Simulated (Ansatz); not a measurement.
The compound is PtSe₂ (space group P-3m1, No. 164), taken as the end point of a relaxation with DFT PBE+D3(BJ), scalar-relativistic, plane waves, PAW (Ansatz 0.2.0); the starting structure was generated, so it need not be a known form of this composition.

```cif
data_structure
_symmetry_space_group_name_H-M 'P 1'
_symmetry_Int_Tables_number 1
_cell_length_a 3.7699
_cell_length_b 3.7699
_cell_length_c 4.8245
_cell_angle_alpha 90.000
_cell_angle_beta 90.000
_cell_angle_gamma 120.000
_cell_volume 59.38
loop_
_atom_site_label
_atom_site_type_symbol
_atom_site_fract_x
_atom_site_fract_y
_atom_site_fract_z
_atom_site_occupancy
Pt1 Pt 0.00000 0.00000 0.00000 1
Se1 Se 0.33333 0.66667 0.26555 1
Se2 Se 0.66667 0.33333 0.73445 1
```

Describe how the polyhedra about Pt are linked (bonds: Pt–Se below 2.8 Å).

Pt: PtSe6 octahedron, sharing edges with six neighbours.

They form layers of edge-sharing octahedra parallel to (001).

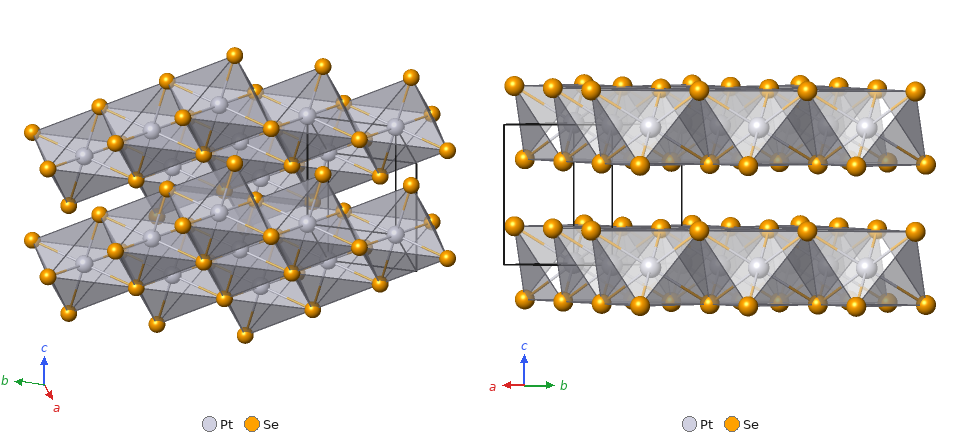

Polyhedra are drawn about Pt (bonds: Pt–Se below 2.8 Å); other atoms are plain spheres. Two views of the same piece.
